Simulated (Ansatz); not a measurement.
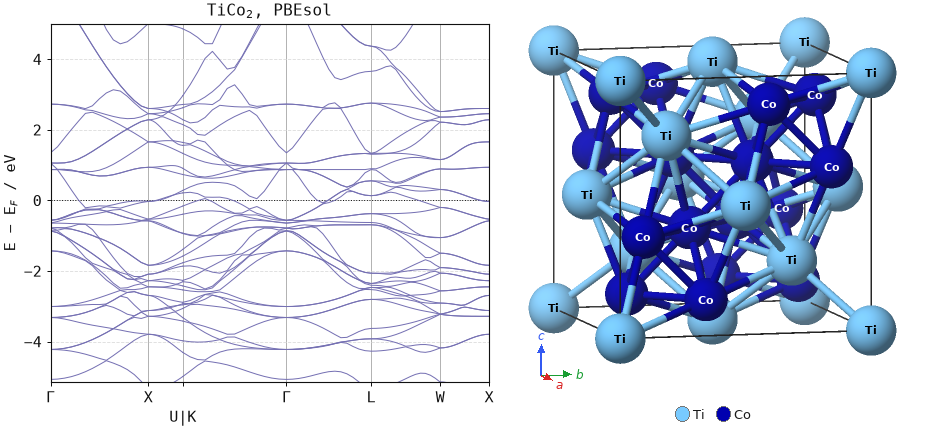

Band structure, beside the structure. Energies are counted from the Fermi level.

This input was run:

```
crystal:
  lattice:
    - [0.0, 3.2763183212, 3.2763183212]
    - [3.2763183212, 0.0, 3.2763183212]
    - [3.2763183212, 3.2763183212, 0.0]
  atoms:
    - { symbol: Ti, position: [0.5, 0.5, 0.5] }
    - { symbol: Ti, position: [0.75, 0.75, 0.75] }
    - { symbol: Co, position: [0.125, 0.125, 0.125] }
    - { symbol: Co, position: [0.625, 0.125, 0.125] }
    - { symbol: Co, position: [0.125, 0.125, 0.625] }
    - { symbol: Co, position: [0.125, 0.625, 0.125] }
basis:
  ecutwfc: 420
kpoints:
  mp_grid: { grid: [10, 10, 10] }
  band_path:
    path:
      - [[0.0, 0.0, 0.0], [0.5, 0.0, 0.5], [0.625, 0.25, 0.625]]
      - [[0.375, 0.375, 0.75], [0.0, 0.0, 0.0], [0.5, 0.5, 0.5], [0.5, 0.25, 0.75], [0.5, 0.0, 0.5]]
    npoints: 14
hamiltonian:
  xc: pbesol
scf:
  occupations: { method: gaussian, width: 0.1 }
  n_extra_bands: 15
output:
  forces: true
  stress: true
  eigenvalues: true
  populations: true
  dos: { projected: true, de: 0.02, nscf_kmesh: { grid: [15, 15, 15] } }
  bader: true
  write_density: true
  write_potential: true
  elf: true
  volumetric_format: npy
checkpoint:
  read: start.run
  write: ck
  compress: false
  write_wavefunctions: false
  write_every: 100000
```

Command:
```bash
ansatz run input.yaml --threads 1 --pin off --max-ram 2560MiB --backend cpu --events-out ev --progress --plain --runs-dir out
```

> Is there a gap at the Fermi level?

A metal: 3 bands cross the Fermi level along this path.

The run has no spin polarisation, so a magnetic state may lie lower.
